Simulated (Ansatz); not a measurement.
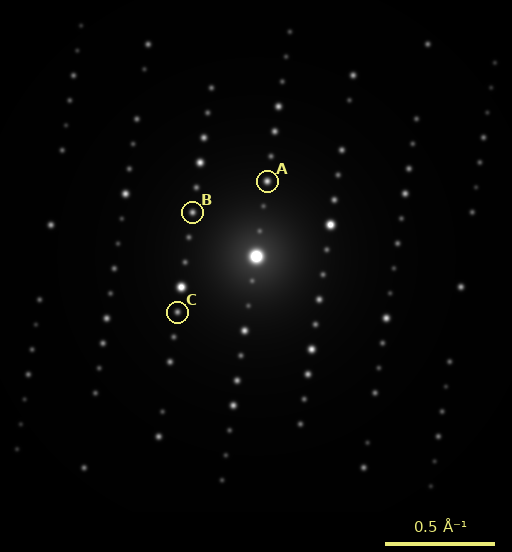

The pattern is a kinematic simulation for 200 kV electrons (no multiple scattering; isotropic B = 0.5 Å²). The zone axis points towards the electron source and the pattern is seen from the source side.

Crystal: Zr₃S₂, space group R-3m (No. 166), a = 3.614 Å, c = 25.756 Å (hexagonal axes). Structure: coordinates from a relaxation with DFT PBE, scalar-relativistic, plane waves, PAW (Ansatz); the starting structure was generated, so it need not be a known form of this composition.

Spot A is indexed 0 0 -9 and spot B 0 1 -4.

**What are the indices of the remaining marked spot?**

C = −(4/3)A + B = 0 1 8 (d = 2.244 Å).

**Find the zone axis.**

The cross product of A and B is parallel to [100]; every spot obeys hu + kv + lw = 0.

**What are the spacings of A and B and the angle between them?**

d(A) = 2.862 Å, d(B) = 2.815 Å, and the angle is 64.1°.
